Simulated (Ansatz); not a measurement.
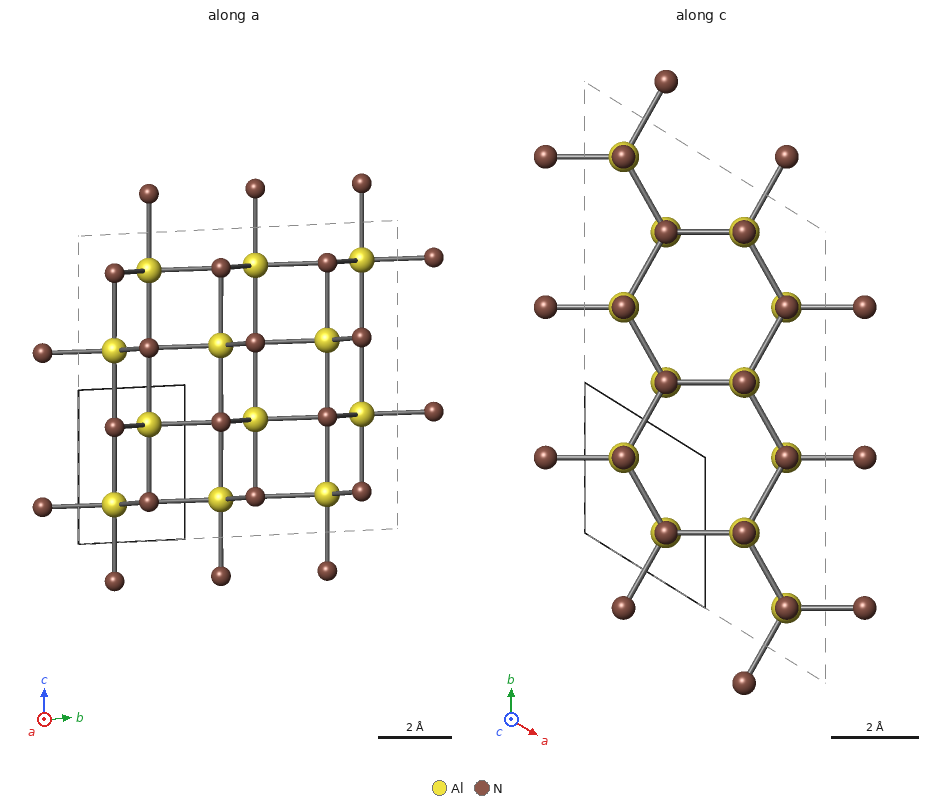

View along the a axis and along the c axis, drawn as a ball-and-stick model. Shown are 2×3×2 repeats of the simulation cell, one of them outlined in solid lines. Some neighbours outside the box are added.

Here is the input:
```yaml
crystal:
  lattice:
    - [3.2861487544, -0.1071469442, 0.1324846297]
    - [-1.7358663528, 3.0065956316, -1.15044e-05]
    - [0.16750252, 0.0966908297, 4.2762137087]
  atoms:
    - { symbol: Al, position: [0.3256688044, 0.6623759776, 0.7545251956] }
    - { symbol: Al, position: [0.6743311956, 0.3367071632, 0.2454748044] }
    - { symbol: "N", position: [0.3229702052, 0.6619435373, 0.2519890822] }
    - { symbol: "N", position: [0.6770297948, 0.338973322, 0.7480109178] }
basis:
  ecutwfc: 420
kpoints:
  mp_grid: { grid: [9, 9, 6] }
hamiltonian:
  xc: pbe
scf:
  occupations: { method: gaussian, width: 0.02 }
output:
  forces: true
  stress: true
  eigenvalues: true
  populations: true
```

Setup: Ansatz 0.2.0, DFT PBE, scalar-relativistic, plane waves, PAW; E_cut = 420 eV, a 9×9×6 sampling of the Brillouin zone, Gaussian smearing of 0.02 eV, no spin polarisation.

> Is the electronic structure metallic or gapped?

A semiconductor at this level, with a gap of 2.59 eV on the k-mesh (the true edges may lie between mesh points, so the gap can be somewhat smaller).

> How far is the cell from zero pressure?

The computed pressure is -4.1 GPa (stretched: it would shrink). The stress isn't hydrostatic: its largest component is 14.9 GPa.

The starting point was a structure listed in the Materials Project. The cell was then strained or its atoms displaced on purpose. It went into a calculation with Ansatz.

At this level of theory the cell isn't at rest (stretched, at -4 GPa and forces up to 1.8 eV/Å), so its distances can differ from those at equilibrium, the more so the softer the solid.
